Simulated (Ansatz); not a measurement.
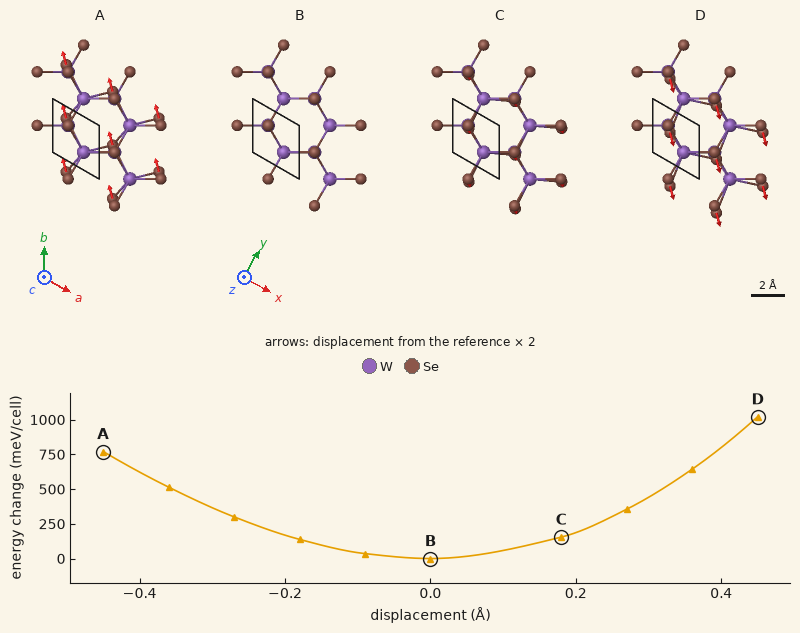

Energy scan for crystalline WSe2 (P6_3/mmc), in which a Se atom (one in each cell of 6 atoms) is moved along Cartesian [1 -1 0], all else fixed. The lettered frames are marked on the plot. Style: ball-and-stick. Shown: the cell of the calculation, repeated 2 × 2 × 1 with one cell outlined, along the c axis. Red arrows: displacements from the reference.

All numbers below come from Ansatz, DFT PBE, scalar-relativistic, plane waves, PAW. Settings: plane-wave cutoff 420 eV; k-point mesh 12 × 12 × 2; occupations gaussian; smearing width 0.05 eV; no spin polarisation. Energies (free energies at the smearing named) are counted from the cell as listed in its source, which wasn't relaxed.

### Read off the main features of the energy profile.

Of the computed points the lowest is at the displacement 0.00 Å, 0 meV/cell. At the ends of the scan the energy is 770 meV/cell (−0.45 Å) and 1020 meV/cell (0.45 Å). The curvature at zero is about 9 eV/Å². The well is lopsided: at ±0.45 Å the energy is 1.3 times higher on the positive side. At the highest point the shortest interatomic distance is 2.23 Å, against 2.53 Å in the reference. The distortion takes the space group from P6_3/mmc to P1.

The computed points:

```tsv
displacement (Å)	energy change (meV/cell)
−0.45	770
−0.36	514
−0.27	300
−0.18	138
−0.09	36
0.00	0
0.18	154
0.27	355
0.36	643
0.45	1020
```

Limits of the set-up: layers or molecules are held without a dispersion correction, so their spacing is unreliable.
